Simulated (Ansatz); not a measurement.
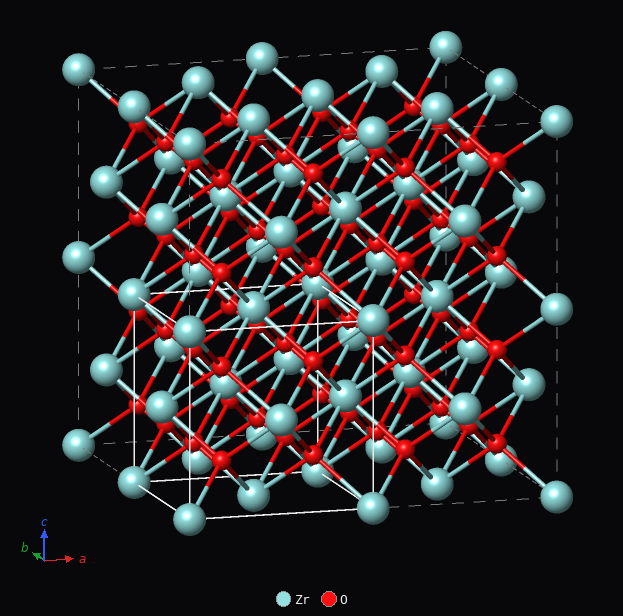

Structure drawing (ball-and-stick), viewed slightly off an axis. The solid frame is a single conventional unit cell within a 2×2×2 block. Cell: a = 5.116 Å, b = 5.116 Å, c = 5.116 Å, α = 90.00°, β = 90.00°, γ = 90.00°.

What can be read from this drawing?

Chemical formula ZrO2. Space group Fm-3m (No. 225), lattice face-centred cubic. It belongs to the family called fluorite (CaF₂ type). Atoms per cell: 12 (4 Zr, 8 O). Zr bonds to eight O in a cubic arrangement at about 2.2 Å. Around each O lie four Zr in a tetrahedral arrangement at about 2.2 Å. Not all metal-metal contacts are counted. The bonds build a three-dimensional framework.

The structure comes from a structure listed in the Materials Project. Earlier steps of the study may have refined or changed the cell and positions. An electronic-structure calculation with Ansatz was run on it.
